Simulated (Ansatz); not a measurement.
## Sr2Ti2O5: geometry relaxation (part 3 of 3)

Continued. System: Sr2Ti2O5 (9 atoms in the cell). Method: DFT PBEsol, scalar-relativistic, plane waves, PAW (Ansatz 0.2.0); cutoff 420 eV, 6×6×10 k-mesh, Gaussian smearing of 0.1 eV, collinear spins. The structure derives from a Materials Project entry. The run did not end well.

Geometry of the input (Å; fractional positions):
```
3.9077  -3.9753  0.0000
3.9077  3.9753  0.0000
0.0000  0.0000  3.9400
Sr 0.7535  0.2465  0.0000
Sr 0.2465  0.7535  0.0000
Ti 0.7504  0.7504  0.5000
Ti 0.2496  0.2496  0.5000
O  0.0000  0.5000  0.5000
O  0.5000  -0.0000  0.5000
O  0.7252  0.7252  0.0000
O  0.2748  0.2748  0.0000
O  0.0000  0.0000  0.5000
```

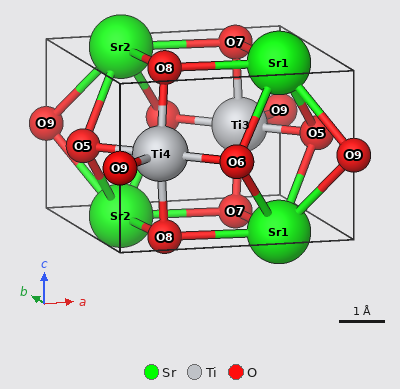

Figure 1. The geometry at step 8 of the log (ball-and-stick view of the cell of the calculation, seen slightly off an axis; atoms are numbered from 1 in the order of the input).

Trajectory as extended XYZ, continued
```
9
Lattice="3.8175 -3.9283 0.0000 3.8175 3.9283 0.0000 0.0000 0.0000 3.8790" Properties=species:S:1:pos:R:3:forces:R:3 step=6 energy=-14750.49921 pressure_GPa=-0.01
Sr    3.8175   -2.0154    0.0000    0.0000   0.0013   0.0000
Sr    3.8175    2.0154    0.0000    0.0000  -0.0013   0.0000
Ti    5.7094    0.0000    1.9395   -0.0064   0.0000   0.0000
Ti    1.9256    0.0000    1.9395    0.0064   0.0000   0.0000
O     1.9087    1.9641    1.9395    0.0000   0.0000   0.0000
O     1.9087   -1.9641    1.9395    0.0000   0.0000   0.0000
O     5.5044    0.0000    0.0000    0.0039   0.0000   0.0000
O     2.1306    0.0000    0.0000   -0.0039   0.0000   0.0000
O     0.0000    0.0000    1.9395    0.0000   0.0000   0.0000
9
Lattice="3.8175 -3.9281 0.0000 3.8175 3.9281 0.0000 0.0000 0.0000 3.8788" Properties=species:S:1:pos:R:3:forces:R:3 step=7 energy=-14750.49923 pressure_GPa=-0.00
Sr    3.8175   -2.0154    0.0000    0.0000   0.0001   0.0000
Sr    3.8175    2.0154    0.0000    0.0000  -0.0001   0.0000
Ti    5.7093    0.0000    1.9394   -0.0006   0.0000   0.0000
Ti    1.9258    0.0000    1.9394    0.0006   0.0000   0.0000
O     1.9088    1.9641    1.9394    0.0000   0.0000   0.0000
O     1.9088   -1.9641    1.9394    0.0000   0.0000   0.0000
O     5.5052    0.0000    0.0000   -0.0001   0.0000   0.0000
O     2.1299    0.0000    0.0000    0.0001   0.0000   0.0000
O     0.0000    0.0000    1.9394    0.0000   0.0000   0.0000
9
Lattice="3.8175 -3.9281 0.0000 3.8175 3.9281 0.0000 0.0000 0.0000 3.8788" Properties=species:S:1:pos:R:3:forces:R:3 step=8 energy=-14750.48414 pressure_GPa=-0.24
Sr    3.8175   -2.0154    0.0000    0.0000  -0.0002   0.0000
Sr    3.8175    2.0154    0.0000    0.0000   0.0002   0.0000
Ti    5.7093    0.0000    1.9394   -0.0004   0.0000   0.0000
Ti    1.9258    0.0000    1.9394    0.0004   0.0000   0.0000
O     1.9088    1.9641    1.9394    0.0000   0.0000   0.0000
O     1.9088   -1.9641    1.9394    0.0000   0.0000   0.0000
O     5.5052    0.0000    0.0000    0.0003   0.0000   0.0000
O     2.1299    0.0000    0.0000   -0.0003   0.0000   0.0000
O     0.0000    0.0000    1.9394    0.0000   0.0000   0.0000
9
Lattice="3.8116 -3.9275 0.0000 3.8116 3.9275 0.0000 0.0000 0.0000 3.8774" Properties=species:S:1:pos:R:3:forces:R:3 step=9 energy=-14750.48514 pressure_GPa=0.00
Sr    3.8116   -2.0170    0.0000    0.0000   0.0006   0.0000
Sr    3.8116    2.0170    0.0000    0.0000  -0.0006   0.0000
Ti    5.6981    0.0000    1.9387   -0.0021   0.0000   0.0000
Ti    1.9251    0.0000    1.9387    0.0021   0.0000   0.0000
O     1.9058    1.9637    1.9387    0.0000   0.0000   0.0000
O     1.9058   -1.9637    1.9387    0.0000   0.0000   0.0000
O     5.4953    0.0000    0.0000   -0.0005   0.0000   0.0000
O     2.1278    0.0000    0.0000    0.0005   0.0000   0.0000
O     0.0000    0.0000    1.9387    0.0000   0.0000   0.0000
```
